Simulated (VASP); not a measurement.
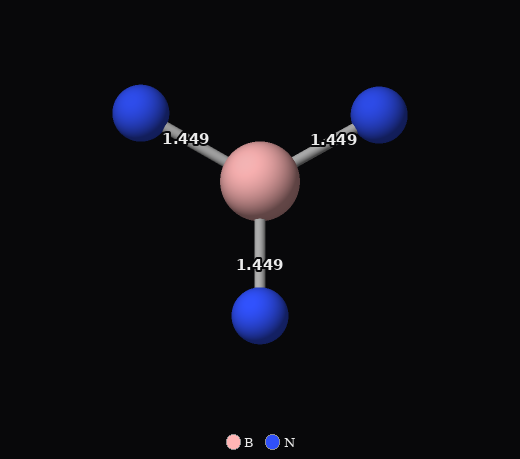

The surroundings of site B1 (at 0.333, 0.667, 0.000) in BN (P-6m2), with bond lengths in Å.

Origin of the cell: an entry of the Crystallography Open Database, as set up for an electronic-structure calculation.

```yaml
crystal:
  lattice:
    - [2.51000, 0.00000, 0.00000]
    - [-1.25500, 2.17372, 0.00000]
    - [0.00000, 0.00000, 6.69000]
  atoms:
    - { symbol: N, position: [0.66667, 0.33333, 0.50000] }
    - { symbol: N, position: [0.00000, 0.00000, 0.00000] }
    - { symbol: B, position: [0.33333, 0.66667, 0.00000] }
    - { symbol: B, position: [0.00000, 0.00000, 0.50000] }
```

Bond valence s = exp((R0 − d)/b), R0 fitted to published crystal structures with b = 0.37 Å; R0 in Å: B3+–N 1.483.

Calculate the bond-valence sum of B1 from the bonds drawn.

3 × 1.096 = 3.29 v.u., against a formal valence of 3: overbonded (bonds short for this ion) by 0.29.

And over the whole structure?

```
site              x, y, z  formal valence  bond-valence sum  difference
  N1  0.667, 0.333, 0.500              −3              3.38        0.38
  N2  0.000, 0.000, 0.000              −3              3.38        0.38
  B1  0.333, 0.667, 0.000              +3              3.38        0.38
  B2  0.000, 0.000, 0.500              +3              3.38        0.38
```

These sums include all anions within 5 Å. The global instability index (root mean square of the differences over all atoms) is 0.38 v.u.: above 0.2, which by the usual rule of thumb marks a strained structure. The cell was not relaxed for this table, and a volume that is off by a few per cent shifts all sums together.
